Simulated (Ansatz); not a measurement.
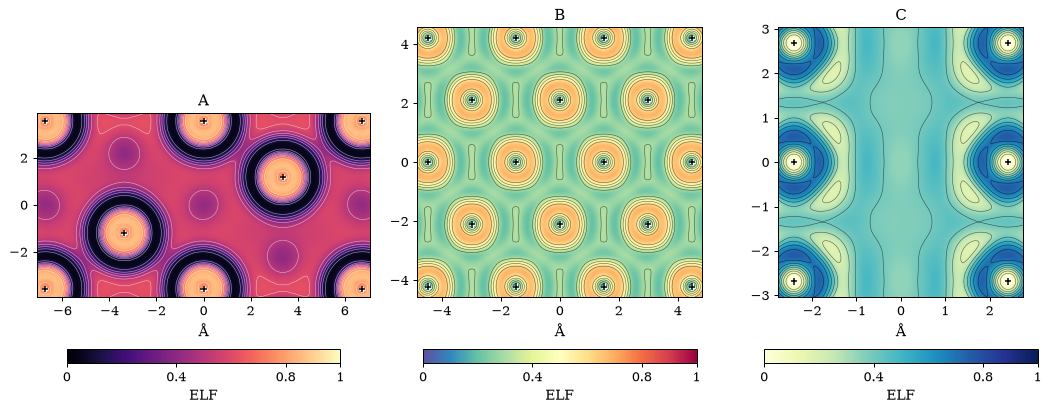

The ELF of 3 systems, each on a plane through atoms (crosses mark nuclei in the plane).

Method: DFT, revPBE, plane waves (420 eV) with PAW, scalar-relativistic (Ansatz).

System 1: Ca, the (110) plane of the conventional cell. Space group P6₃/mmc; set up as Ca, dhcp; a generated structure, not necessarily the stable one; changed on purpose from its base cell (volume × 1.12).

```xyz
4
Lattice="4.1128 0.0000 0.0000 -2.0564 3.5618 0.0000 0.0000 0.0000 13.4788" Properties=species:S:1:pos:R:3 pbc="T T T"
Ca    0.0000    0.0000    0.0000
Ca    0.0000    0.0000    6.7394
Ca    0.0000    2.3745    3.3697
Ca    2.0564    1.1872   10.1091
```

System 2: W, the (100) plane of the conventional cell. Space group P6/mmm; set up as W, omega (AlB2-type); a generated structure, not necessarily the stable one; changed on purpose from its base cell (volume × 1.08); computed pressure about −18 GPa in this cell.

```
CELL_PARAMETERS angstrom
4.82363 0.00000 0.00000
-2.41182 4.17739 0.00000
0.00000 0.00000 2.68595
ATOMIC_POSITIONS crystal
W 0.00000 0.00000 0.00000
W 0.33333 0.66667 0.50000
W 0.66667 0.33333 0.50000
```

System 3: Ru, the (011) plane of the conventional cell. Space group Im-3m; set up as Ru, bcc; a generated structure, not necessarily the stable one; changed on purpose from its base cell (volume × 0.92); computed pressure about 27 GPa in this cell; computed without spin polarisation.

```
CELL_PARAMETERS angstrom
2.98216 0.00000 0.00000
0.00000 2.98216 0.00000
0.00000 0.00000 2.98216
ATOMIC_POSITIONS crystal
Ru 0.00000 0.00000 0.00000
Ru 0.50000 0.50000 0.50000
```

### Which map belongs to which system?

Panel A is system 1, Ca: the plane holds Ca. Ca–Ca (4.12 Å): the ELF is about 0.45 at the midpoint: no localised pair shows between them. Panel B is system 3, Ru: the plane holds Ru. Ru–Ru (2.58 Å): the ELF is about 0.30 at the midpoint: no shared electron pair shows on this line. Panel C is system 2, W: the plane holds W. W–W (2.69 Å): the ELF is about 0.45 at the midpoint.
